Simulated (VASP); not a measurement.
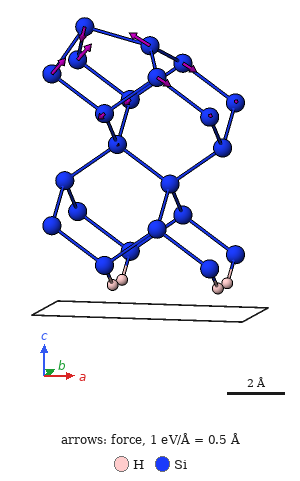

Starting geometry of a slab of composition Si7H2 with the computed forces as purple arrows. Style: ball-and-stick. Shown: the cell of the calculation, outlined in the plane, without the vacuum (origin shifted), slightly off an axis.

The run lets the atoms move in a fixed cell. 10 atoms are held fixed.

Theory: VASP 6.6.1, Kohn-Sham DFT of a periodic cell, PBE with D3(BJ), VASP PAW PBE potentials, recommended.

The input:
```
  PREC = Normal
  ENCUT = 450
  EDIFF = 1E-6
  ISMEAR = 0
  SIGMA = 0.05
  LREAL = Auto
  LASPH = T
  NELM = 80
  ALGO = Normal
  ISIF = 2
  LWAVE = F
  LCHARG = F
  LDIPOL = T
  IDIPOL = 3
  DIPOL = 0.5 0.5 0.472
  GGA = PE
  IVDW = 12
  IBRION = 2
  NSW = 90
  EDIFFG = -0.03
```

Command:
```bash
cat potpaw_PBE.64/H/POTCAR potpaw_PBE.64/Si/POTCAR > POTCAR
mpirun -np 8 vasp_std > vasp.out
```

### Is this structure relaxed? If not, where do the atoms go?

It isn't relaxed: the largest force vector, on a Si atom, is 1.80 eV/Å. The final displacements follow the starting forces only in part (cosine between the two patterns 0.53). A Si atom moves most: 0.43 Å within the plane. H stays in place. The lattice vectors keep their values. Among the contacts that change: Si–Si 2.451 → 2.315 Å, Si–Si 2.514 → 2.394 Å, Si–Si 2.221 → 2.335 Å, Si–Si 2.347 → 2.418 Å. Bond angles that change, for instance: Si–Si–Si 95.6° → 106.0°, Si–Si–Si 109.5° → 100.1°, Si–Si–Si 98.0° → 88.7°. Over 37 geometry steps the energy falls by 0.541 eV per cell of the calculation. The largest force component goes from 1.6 to 0.48 eV/Å. It ran on 8 threads of Intel(R) Xeon(R) Platinum 8488C (Sapphire Rapids), with other jobs on the host.
